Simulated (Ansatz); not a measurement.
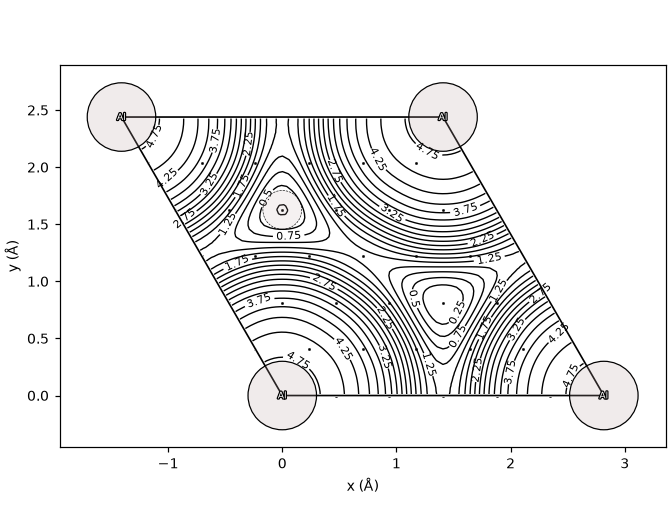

Energy landscape of O on an Al(111) slab cut from the Fm-3m phase, its upper half relaxed before the scan (3 atoms of substrate and one adsorbate in a 1 × 1 cell). O is moved over the surface cell; relaxed at each place: the height of the adsorbate's atoms; substrate rigid; the origin of the map has the adsorbate above Al3. Places are given modulo a cell vector. The map is drawn in real space over the plane of the surface. The grid has 6 × 6 points; 10 points were computed and 26 follow by symmetry. Energies: eV, counted from the lowest grid point. With one adsorbate in each 1 × 1 cell, its nearest image is 2.8 Å away, so neighbouring adsorbates interact. Computed with Ansatz 0.2.0, DFT LDA, scalar-relativistic, plane waves, PAW. Settings: cutoff 420 eV, k-mesh 12×12×1, gaussian smearing 0.1 eV, no spin polarisation.

The picture shows contour lines labelled in eV, dots at the grid points, labelled circles for the atoms of the top layer and small ones for the second layer, the outline of one cell of the plane. Between grid points the surface is interpolated. 

Question: Describe this landscape.

Answer: The lowest grid point is at a threefold hollow over a third-layer Al atom, (4/6, 2/6) of the cell vectors. There is a further well near a threefold hollow over a second-layer Al atom, (2/6, 4/6) of the cell vectors (0.23 eV above the lowest at that grid point). The highest grid point, the top site over a surface Al atom, (0/6, 0/6) of the cell vectors, lies 4.88 eV above the lowest. On the interpolated surface the easiest way out of the lowest well to the well at a threefold hollow over a second-layer Al atom, (2/6, 4/6) of the cell vectors passes a barrier of about 1.2 eV. At the lowest point the adsorbate has 3 Al at 1.78 Å as nearest neighbours, at the highest 1 Al at 1.66 Å. Its relaxed height above the top atom is 0.71 Å at the lowest and 1.66 Å at the highest point.

The input of one point:

```yaml
crystal:
  lattice:
    - [2.8168432364, 0.0, 0.0]
    - [-1.4084216182, 2.4394578012, 0.0]
    - [0.0, 0.0, 20.0321727773]
  atoms:
    - { symbol: Al, position: [0.6666666667, 0.3333333333, 0.1996787889] }
    - { symbol: Al, position: [0.3333333333, 0.6666666667, 0.312809709] }
    - { symbol: Al, position: [0.0, 0.0, 0.4259234818] }
    - { symbol: O, position: [0.6666666667, 0.3333333333, 0.4551698758] }
basis:
  ecutwfc: 420
kpoints:
  mp_grid: { grid: [12, 12, 1] }
hamiltonian:
  xc: lda
scf:
  occupations: { method: gaussian, width: 0.1 }
output:
  forces: true
  eigenvalues: true
relax:
  adjacent_minimum: "off"
  f_tol: 0.025
  max_steps: 16
  constraints: [{ sites: [0, 1, 2] }, { sites: [3], fix: xy }]
efield:
  axis: 3
  dipole_correction: true
  ramp_width: 0.04
```

Each point was launched as `ansatz run input.yaml --threads 1 --pin off --max-ram 3072MiB --backend cpu --events-out ev --progress --plain --runs-dir out`. The whole map (10 points run) took 3 min on 1 thread of Intel(R) Xeon(R) 6975P-C (Granite Rapids), on a shared host.
